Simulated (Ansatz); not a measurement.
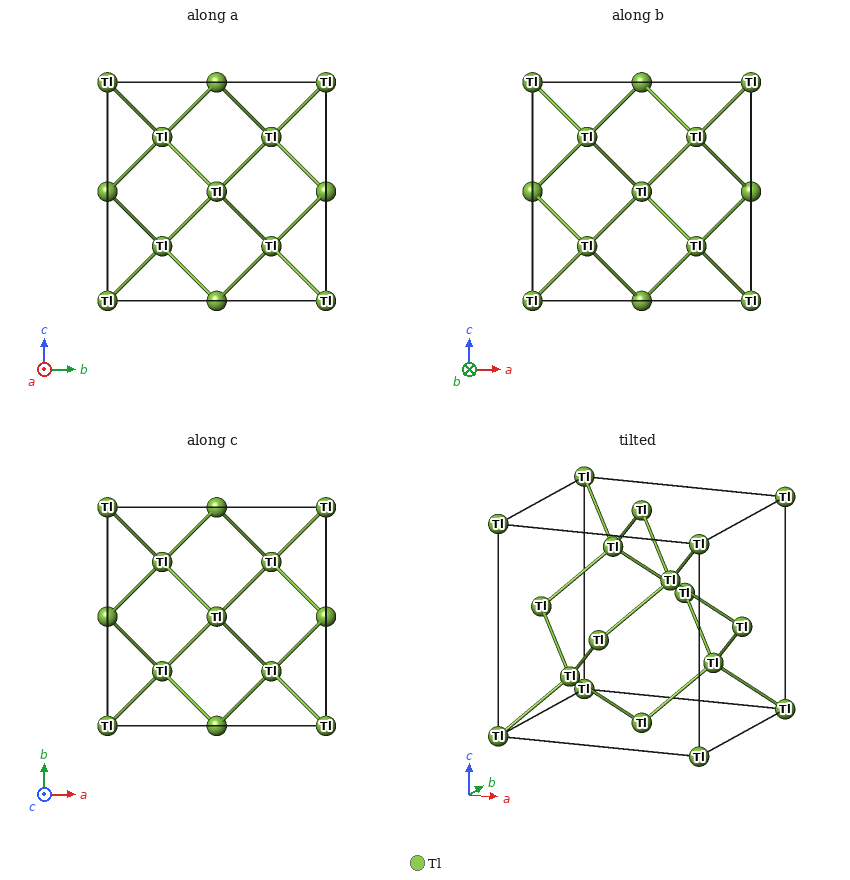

Structure drawing (ball-and-stick), viewed along the a axis, along the b axis, along the c axis and slightly off an axis. The frame is the conventional unit cell; atoms at its boundary are shown with their periodic copies.

Lattice parameters: a = 7.1208 Å, b = 7.1208 Å, c = 7.1208 Å, α = 90.000°, β = 90.000°, γ = 90.000°.

**Express the structure as a CIF in P1 with every atom of the cell.**

```cif
data_structure
_symmetry_space_group_name_H-M 'P 1'
_symmetry_Int_Tables_number 1
_cell_length_a 7.1208
_cell_length_b 7.1208
_cell_length_c 7.1208
_cell_angle_alpha 90.000
_cell_angle_beta 90.000
_cell_angle_gamma 90.000
_cell_volume 361.07
loop_
_atom_site_label
_atom_site_type_symbol
_atom_site_fract_x
_atom_site_fract_y
_atom_site_fract_z
_atom_site_occupancy
Tl1 Tl 0.0000 0.0000 0.0000 1
Tl2 Tl 0.2500 0.7500 0.7500 1
Tl3 Tl 0.0000 0.5000 0.5000 1
Tl4 Tl 0.2500 0.2500 0.2500 1
Tl5 Tl 0.5000 0.0000 0.5000 1
Tl6 Tl 0.7500 0.7500 0.2500 1
Tl7 Tl 0.5000 0.5000 0.0000 1
Tl8 Tl 0.7500 0.2500 0.7500 1
```

Origin of the cell: a structure type filled with this element by a generator (whether the element takes this form wasn't checked). Earlier steps of the study may have refined or changed the cell and positions. Ansatz was used for an electronic-structure calculation on it.
